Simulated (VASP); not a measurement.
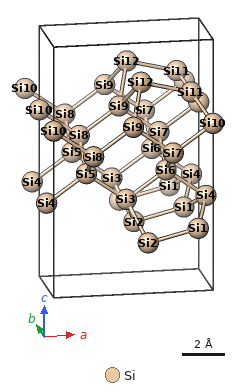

This is the input geometry for a relaxation of a slab of composition Si. Style: ball-and-stick. Shown: the cell of the calculation, repeated 1 × 2 × 1 with one cell outlined, slightly off an axis.

The run lets the atoms move in a fixed cell.

Method: Kohn-Sham DFT of a periodic cell, PBE, VASP PAW PBE potentials, recommended in VASP.

The input:
```
SYSTEM = Si
ALGO     = Normal         ! electronic algorithm
DIPOL    = 0.5 0.5 0.500
EDIFF    = 1E-6           ! SCF threshold, eV
EDIFFG   = -0.01          ! ionic threshold
ENCUT    = 520            ! plane-wave cutoff, eV
GGA      = PE             ! functional
IBRION   = 2              ! ionic algorithm
IDIPOL   = 3            
ISIF     = 2              ! what is computed and relaxed
ISMEAR   = 0              ! smearing method
KPAR     = 4            
LASPH    = .TRUE.         ! aspherical terms in the spheres
LCHARG   = .FALSE.        ! write CHGCAR
LDIPOL   = .TRUE.       
LREAL    = .FALSE.        ! projectors in reciprocal space
LWAVE    = .FALSE.        ! write WAVECAR
NELM     = 120            ! most SCF steps
NSW      = 90             ! ionic steps
PREC     = Accurate       ! precision mode
SIGMA    = 0.03           ! smearing width, eV
```

Run as
```bash
cat potpaw_PBE.64/Si/POTCAR > POTCAR
mpirun -np 4 vasp_std > vasp.out
```

The structure:
```
CELL_PARAMETERS angstrom
7.73380 0.00000 0.00000
0.00000 3.86690 0.00000
0.00000 0.00000 12.43577
ATOMIC_POSITIONS crystal
Si 0.90690 0.00000 0.24928
Si 0.59310 0.00000 0.20103
Si 0.50000 0.50000 0.33509
Si 0.00000 0.50000 0.33509
Si 0.25000 0.50000 0.44503
Si 0.75000 0.50000 0.44503
Si 0.75000 0.00000 0.55497
Si 0.25000 0.00000 0.55497
Si 0.50000 0.00000 0.66491
Si 0.00000 0.00000 0.66491
Si 0.90690 0.50000 0.75072
Si 0.59310 0.50000 0.79897
```

Where does the relaxation end?

The largest moves, 0.53 Å, are those of Si1 and Si11. Si11 goes along [−3 0 −2]. The cell stays as it was. Some distances before and after: Si1–Si6 3.337 → 2.934 Å, Si2–Si3 2.653 → 2.408 Å, Si11–Si12 2.500 → 2.344 Å, Si3–Si5 2.368 → 2.415 Å. Among the angles between lasting bonds that change: Si7–Si10–Si11 90.7° → 76.2°, Si12–Si9–Si12 93.6° → 106.8°, Si10–Si11–Si12 114.3° → 123.8°. The energy falls by 1.255 eV per cell of the calculation in 30 geometry steps. The largest force component goes from 1.1 to 0.0095 eV/Å.

Step by step:

```
step  E − E(0), meV/atom  largest force component, eV/Å
   0                0.00                         1.0972
   1              -26.61                         0.8804
   2              -49.99                         1.1794
   3              -52.05                         1.0161
   4              -68.52                         0.5932
   5              -70.12                         0.7523
   6              -78.80                         0.4589
   7              -81.81                         0.4687
   8              -87.72                         0.4756
   9              -98.52                         0.4590
  10             -103.05                         0.1758
  11             -103.06                         0.1855
  12             -103.90                         0.1123
  13             -103.91                         0.1234
  14             -104.24                         0.0435
  15             -104.26                         0.0624
  16             -104.37                         0.0300
  17             -104.38                         0.0427
  18             -104.46                         0.0328
  19             -104.47                         0.0396
  21             -104.52                         0.0322
  22             -104.56                         0.0207
  23             -104.56                         0.0238
  24             -104.58                         0.0196
  25             -104.58                         0.0182
  26             -104.58                         0.0092
  27             -104.58                         0.0105
  28             -104.59                         0.0115
  29             -104.59                         0.0118
  30             -104.59                         0.0095
```

After the run, drawn alike:

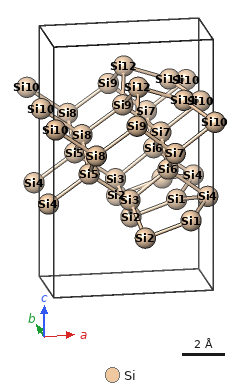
